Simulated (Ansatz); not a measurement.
**Run report: ZnSe, single-point calculation**

ZnSe (I-4m2, 2 atoms in the cell), set up with DFT, LDA, plane waves, PAW (Ansatz 0.2.0).

The structure derives from an entry of the Crystallography Open Database.

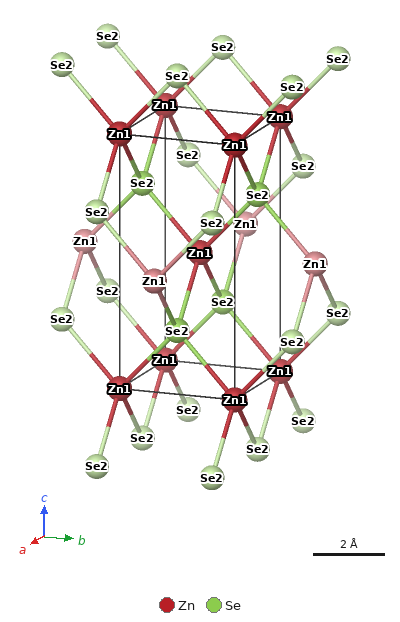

Figure 1. The structure as given in the input (ball-and-stick view of the cell 2 times as large as that of the calculation, set on its symmetry axes, seen slightly off an axis; neighbours outside the cell are drawn fainter; atoms are numbered from 1 in the order of the input). Near neighbours in the crystal (not all of them lie inside the picture): Zn has 4 Se at 2.55 Å; Se has 4 Zn at 2.55 Å.

Input file:
```yaml
crystal:
  lattice:
    - [0.0, 2.475552321, 3.7133284815]
    - [2.475552321, 0.0, 3.7133284815]
    - [2.475552321, 2.475552321, 0.0]
  atoms:
    - { symbol: Zn, position: [0.0, 0.0, 0.0] }
    - { symbol: Se, position: [0.75, 0.75, 0.75] }
basis:
  ecutwfc: "520 ev"
kpoints:
  mp_grid: { grid: [10, 10, 10] }
hamiltonian:
  xc: lda
scf:
  occupations: { method: gaussian, width: 0.05 }
  max_iter: 80
output:
  forces: true
  eigenvalues: true
  stress: true
```

Launch command:
```bash
ansatz run input.yaml --threads 1 --pin off --max-ram 2560MiB --backend cpu --events-out ev --progress --plain --runs-dir out
```

The program's output:
```
Error: YAML parse error: error: line 10 column 12: unknown unit factor `ev` — a unit is read by its exact case: `eV` is a unit here, `ev` is not
  --> <input>:10:12
   |
 8 |     - { symbol: Se, position: [0.75, 0.75, 0.75] }
 9 | basis:
10 |   ecutwfc: "520 ev"
   |            ^ unknown unit factor `ev` — a unit is read by its exact case: `eV` is a unit here, `ev` is not
11 | kpoints:
12 |   mp_grid: { grid: [10, 10, 10] }
   |
```

Outcome:

```json
{"quantity": "outcome", "value": "refused by the program"}
{"quantity": "space group (tolerance 0.01 Å)", "value": "I-4m2 (119)"}
{"quantity": "hardware", "value": "1 thread of Arm Neoverse V2, 112 GiB of memory available, shared host"}
```

This input holds a deliberate fault: a cutoff in the wrong unit (`basis.ecutwfc`). The program refused the input: “YAML parse error: error: line 10 column 12: unknown unit factor `ev` — a unit is read by its exact case: `eV` is a unit here, `ev` is not --> <input>:10:12 | 8 | - { symbol: Se, position: [0.75, 0.75, 0.75] } 9 | basis: 10 | ecutwfc: "520 ev" | ^ unknown unit factor `ev` — a unit is read by its exact case: `eV` is a …”
